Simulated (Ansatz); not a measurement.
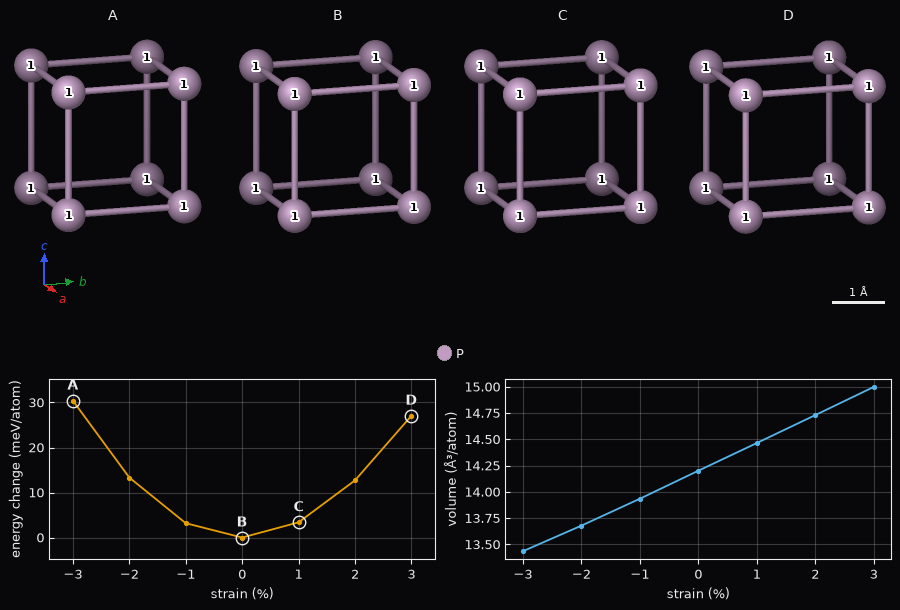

Members of a series of calculations on crystalline P (set up in Pm-3m), marked on the first curve. Style: ball-and-stick. Shown: the cell of the calculation, slightly off an axis.

Theory: DFT PBEsol, scalar-relativistic, plane waves, PAW in Ansatz 0.2.0. (plane-wave cutoff 420 eV; k-point mesh 22 × 22 × 22; occupations gaussian; smearing width 0.1 eV; no spin polarisation)

Which kind of strain is it, and how does the structure respond?

Answer. Biaxial strain in the a–b plane, c and atoms relaxed. A (strain −3.0 %): energy change 30.4 meV/atom, volume 13.43 Å³ per atom. B (strain 0.0 %): energy change 0.0 meV/atom, volume 14.20 Å³ per atom. C (strain 1.0 %): energy change 3.4 meV/atom, volume 14.46 Å³ per atom. D (strain 3.0 %): energy change 27.1 meV/atom, volume 15.00 Å³ per atom. The rest compares A with D. The drawn cell changes as follows: a = b 2.349 → 2.494 Å (+6.2 %), c 2.435 → 2.411 Å (−1.0 %); the volume changes by +11.6 %. Among the bonded contacts that change: P–P 2.349 → 2.494 Å, P–P 2.435 → 2.411 Å.
